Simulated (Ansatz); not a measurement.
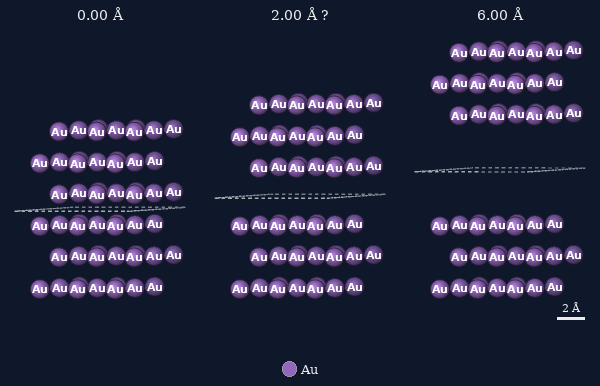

Energy scan for solid Au (P6_3/mmc), in which the crystal is pulled apart rigidly along the normal of the (0 0 1) plane of the conventional cell, at a cut between a plane of Au below and one of Au above, 2.40 Å apart. One cut stands in each cell, which starts 9.6 Å high; nothing is relaxed, and the dashed outline marks the cut. A spheres-only model of the layers on both sides of the cut, seen from the side, nearly along the cut plane.

Method: Ansatz 0.2.0, DFT PBEsol, scalar-relativistic, plane waves, PAW. Set-up: plane-wave cutoff 420 eV; k-point mesh 24 × 24 × 6; occupations gaussian; smearing width 0.15 eV; no spin polarisation. Energies (free energies at the smearing named) are counted from the relaxed crystal.

| opening (Å) | ΔE per area (J/m²) |
| --- | --- |
| 0.00 | 0.000 |
| 0.50 | 0.551 |
| 1.00 | 1.193 |
| 2.00 | ? |
| 3.00 | 1.883 |
| 6.00 | 1.900 |

> Fill in the missing row.

A straight line between the two neighbours gives 1.538 J/m². A cubic through the four nearest rows (0.50, 1.00, 3.00, 6.00) gives, with Lagrange weights, (−0.5818)(0.551) + (1.2000)(1.193) + (0.4000)(1.883) + (−0.0182)(1.900) = 1.830 J/m². The calculation gives 1.775 J/m², so the cubic is 0.055 J/m² too high and the straight line 0.237 J/m² too low, as the curve bends downwards here.

The whole profile:

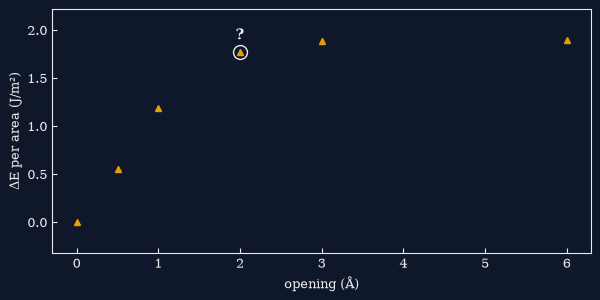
